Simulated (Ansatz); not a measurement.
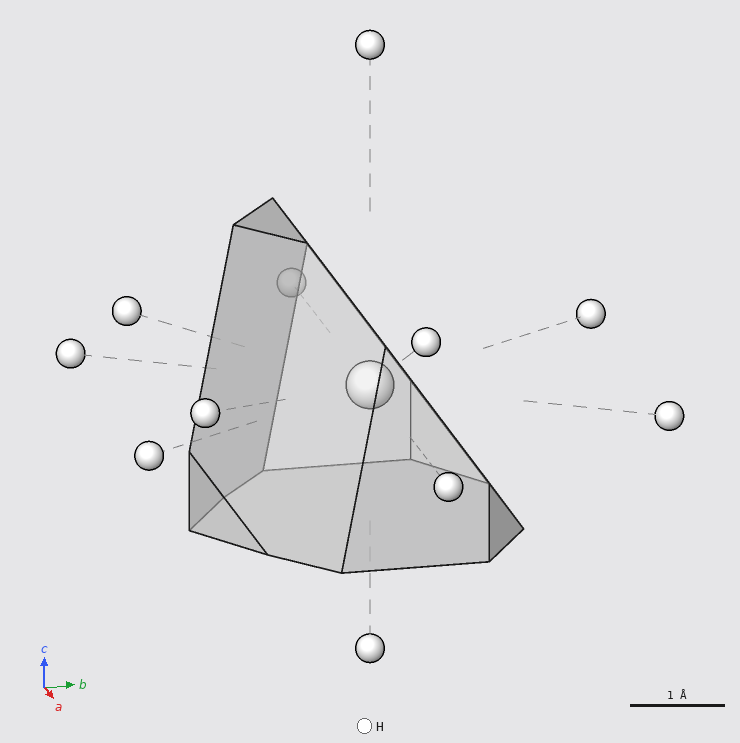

Voronoi–Dirichlet polyhedron, computed geometrically; every face belongs to one neighbour and no atomic radii are used. Central atom: H (8f) in H; faces take the colour of the neighbour behind them. Origin: the end point of a relaxation with DFT PBE, scalar-relativistic, plane waves, PAW in Ansatz.

H, space group Cmcm (No. 63), a = 3.546 Å, b = 5.702 Å, c = 6.776 Å, α = 90.00°, β = 90.00°, γ = 90.00°

```
site  Wyckoff       x       y       z
   H       8f  0.5000  0.9461  0.9683
```

### What is the volume of this Voronoi cell?

17.1 Å³, equal to the mean volume per atom.

### Tabulate the neighbours by distance and solid angle.

```tsv
neighbour	faces	distance (Å)	solid angle (% of sphere)
H	1	0.75	40.7
H	2	2.89	28.8
H	1	2.96	17.7
H	4	3.36	2.7
H	2	3.55	9.4
H	1	3.82	0.7
```
